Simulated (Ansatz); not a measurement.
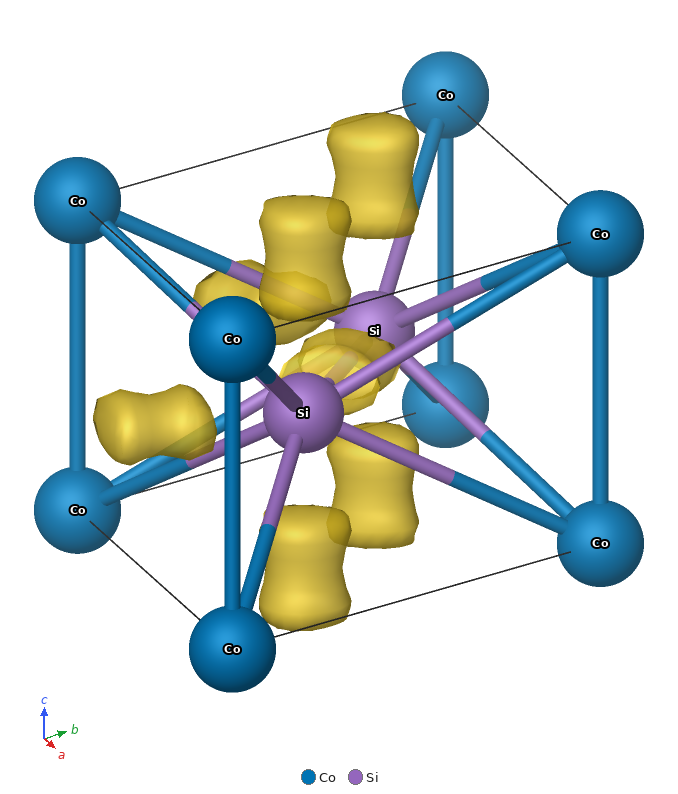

Figure 1: CoSi₂. Isosurface of the ELF at 0.7 (yellow), seen slightly off an axis. Only the valence region is drawn (cores and ρ < 0.01 e/Å³ removed). Sticks mark near contacts.

Space group P6/mmm; started from the AlB2 prototype, which need not be the ambient phase; changed on purpose from its base cell (volume × 1.040); computed pressure about −6 GPa in this cell; spin-polarised.

These are results of DFT PBEsol, scalar-relativistic, plane waves, PAW (Ansatz), not measurements.

Core electrons are frozen (PAW), and the valence fields are smoothed inside the atomic spheres.

Question: Describe the localisation domains.

Answer: The ELF exceeds this value in five regions between bonded Si–Si atoms, counted in one cell of 3 atoms. Regions shared between cells count once. Profiles from the grid: Si–Si (2.41 Å): the ELF peaks at about 0.75 between the atoms. Co–Co (2.50 Å): the ELF is about 0.25 at the midpoint: no shared electron pair shows on this line.

Question: Does the calculation give a band gap?

Answer: It is metallic or semimetallic at this level of theory: no gap opens.
